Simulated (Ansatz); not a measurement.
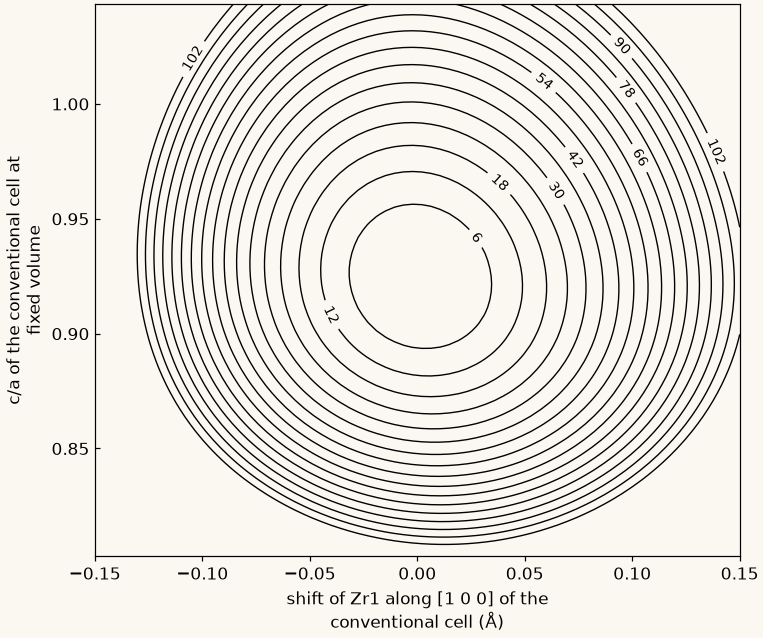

Energy landscape of Zr₃O (P6_322, No. 182; 8 atoms in the cell). The energy is mapped over a free internal coordinate and the cell. The first coordinate is: shift of Zr1 along [1 0 0] of the conventional cell, Cartesian (1 0 0), its symmetry partners moved as symmetry demands (measured in the relaxed cell); the second: c/a of the conventional cell at fixed volume. Nothing is relaxed (all other coordinates fixed). Grid: 9 × 9 points. Points are written as (first, second). Energies are in meV/atom, from the lowest grid point. These are results of DFT PBEsol, scalar-relativistic, plane waves, PAW in Ansatz 0.2.0, not measurements. Settings: cutoff 520 eV, k-mesh 9×9×8 in the order of the run's cell vectors, gaussian smearing 0.15 eV, no spin polarisation.

The picture shows contour lines labelled in meV/atom (none above 102). Between grid points the surface is interpolated. 

> Summarise what can be read from the map.

The lowest grid point is at (0.000 Å, 0.923). It is the only kind of minimum in the scanned range. The highest grid point, (−0.150 Å, 0.803), lies 262 meV/atom above the lowest. Round the minimum the two coordinates are weakly coupled (coupling 0.08 in units of the two stiffnesses).

The values on the grid:

```csv
"second ↓, first →",−0.150,−0.113,−0.075,−0.037,0.000,0.037,0.075,0.113,0.150
1.043,189,132,93,70,64,71,91,120,159
1.013,165,108,68,45,39,47,66,96,135
0.983,147,89,48,25,19,27,47,78,116
0.953,137,78,36,12,5,13,34,65,104
0.923,136,76,34,8,0,7,28,59,99
0.893,147,86,42,16,6,12,32,63,104
0.863,170,109,64,37,26,31,50,81,123
0.833,208,147,102,73,61,64,83,114,156
0.803,262,201,156,126,113,115,133,164,207
```

Each point was launched as `ansatz run input.yaml --threads 4 --pin off --max-ram 8192MiB --backend cpu --events-out ev --progress --plain --runs-dir out`. Time for the 81 points that were run: 15 min on 4 threads of Intel(R) Xeon(R) Platinum 8375C CPU @ 2.90GHz (Ice Lake), on a shared host.

PAW datasets: the set soft_1.
